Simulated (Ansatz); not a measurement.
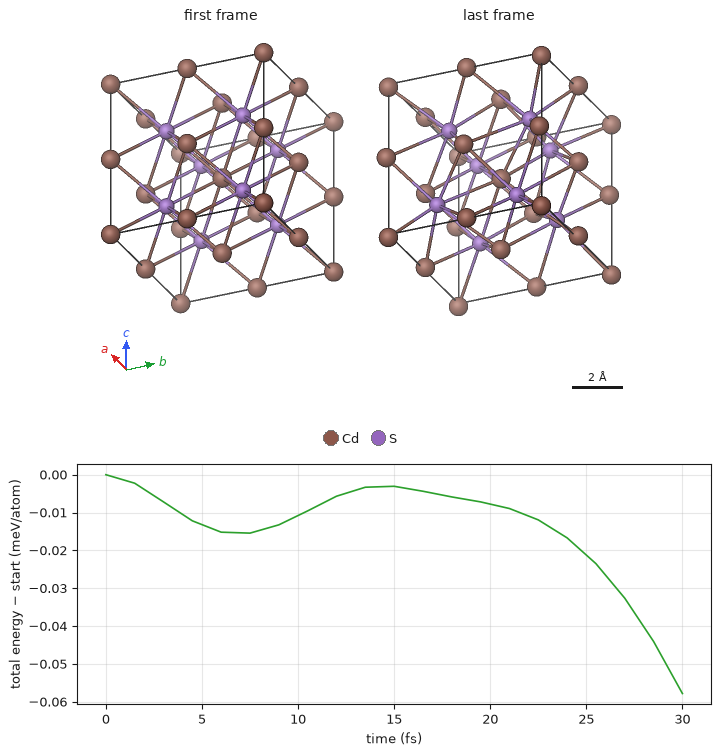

First-principles dynamics of a 16-atom cell of CdS (built on the CsCl type), 30 fs long. The picture is a ball-and-stick view of the simulation cell, seen from a free direction. Bonds to atoms that aren't drawn are left out.

All numbers below come from DFT, r2SCAN, plane waves, PAW (Ansatz). Settings: plane-wave cutoff 500 eV; k-point mesh 2 × 2 × 2; Fermi-Dirac smearing 0.052 eV; constant energy (NVE); velocities drawn for 600 K; time step 1.5 fs.

**Is this trajectory numerically sound?**

The total energy stays between −0.058 and 0 meV per atom of its start. A straight-line fit has a slope that amounts to −0.031 meV per atom over 30 fs (under 0.1 % of the mean kinetic energy), and the ripple about it is under 0.1 % of the kinetic energy's fluctuation. With a drift under 2 % and a ripple under 7 %, the integration is accurate. Over the second half the temperature averages 1216 K (spread ±275 K). It is well above the start because potential energy is released as heat. The potential energy is still drifting at the end, so the run hasn't reached equilibrium. The potential energy in the second half lies on average 74.7 meV per atom below the first frame.
